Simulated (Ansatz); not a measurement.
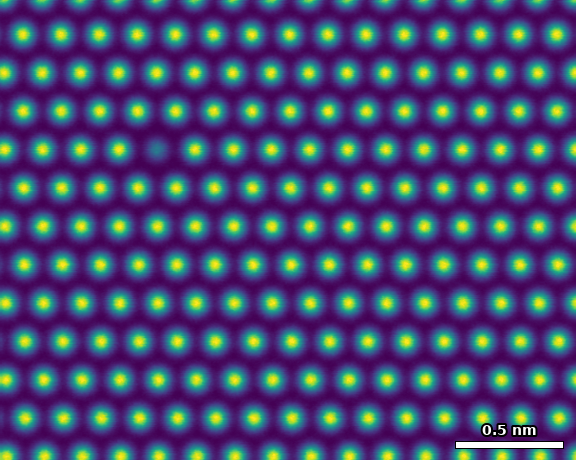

Z-contrast image of Ca (P6/mmm, No. 191) along [201]. The image is simulated as a sum over atoms of Z^1.7, blurred by a 0.86 Å probe (no channelling). Shot noise and a slight drift were added.

The sample is 1 repeat (13.1 Å) thick. One point defect was put into the perfect crystal, without relaxing the atoms around it. Brightness is counted from the darkest point of the image. Host structure: a calculation's starting geometry; the starting structure was generated, so it need not be a known form of this composition.

**Where is the defect (in Å from the left and the top edge), and what does its contrast suggest?**

At about 7 Å from the left and 7 Å from the top. The column is dimmer, which points to a vacancy or a lighter atom. The column holds 1 atom (Ca) through the sample, and one Ca atom is replaced by Mg, so its peak drops to about 40 % of that of its equals.
